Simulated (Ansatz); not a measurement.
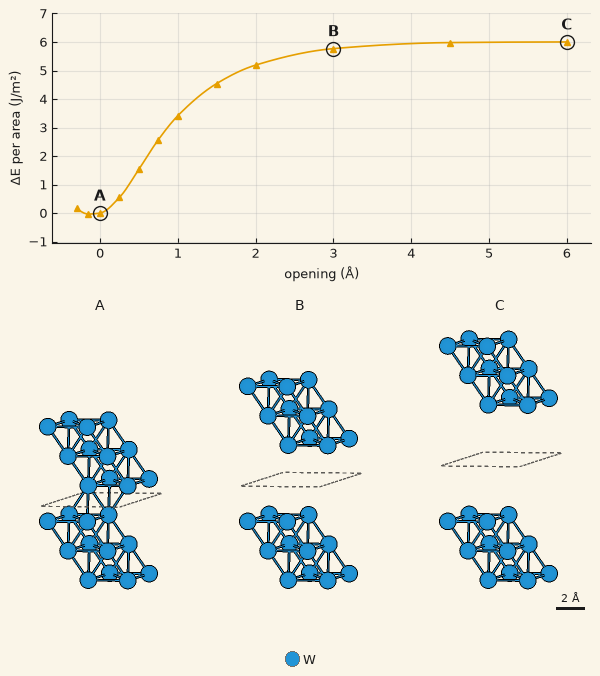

Energy scan for a crystal of W (Fm-3m), in which the crystal is pulled apart rigidly along the normal of the (1 1 1) plane of the conventional cell, at a cut between a plane of W below and one of W above, 2.34 Å apart. One cut stands in each cell, which starts 14.1 Å high; nothing is relaxed, and the dashed outline marks the cut. The lettered frames are marked on the plot. A ball-and-stick model of the layers on both sides of the cut, seen from the side, nearly along the cut plane.

All numbers below come from Ansatz, DFT r2SCAN, scalar-relativistic, plane waves, PAW. Settings: plane-wave cutoff 500 eV; k-point mesh 19 × 19 × 4; occupations gaussian; smearing width 0.15 eV; no spin polarisation. Energies (free energies at the smearing named) are counted from the cell as listed in its source, which wasn't relaxed.

**Read off the main features of the energy profile.**

At the widest opening, 6.00 Å, the energy has risen by 6.00 J/m², where the curve has levelled off: this is the ideal work of separation, the sum of the two unrelaxed surface energies of a slab 14.1 Å thick. The steepest rise lies between 0.50 Å and 0.75 Å, with a mean traction of about 41 GPa. Pressing the cut together by 0.30 Å costs 0.17 J/m².

The computed points:

```
opening (Å)  ΔE per area (J/m²)
      −0.30                0.17
      −0.15               −0.04
       0.00                0.00
       0.25                0.55
       0.50                1.54
       0.75                2.57
       1.00                3.41
       1.50                4.54
       2.00                5.19
       3.00                5.77
       4.50                5.98
       6.00                6.00
```
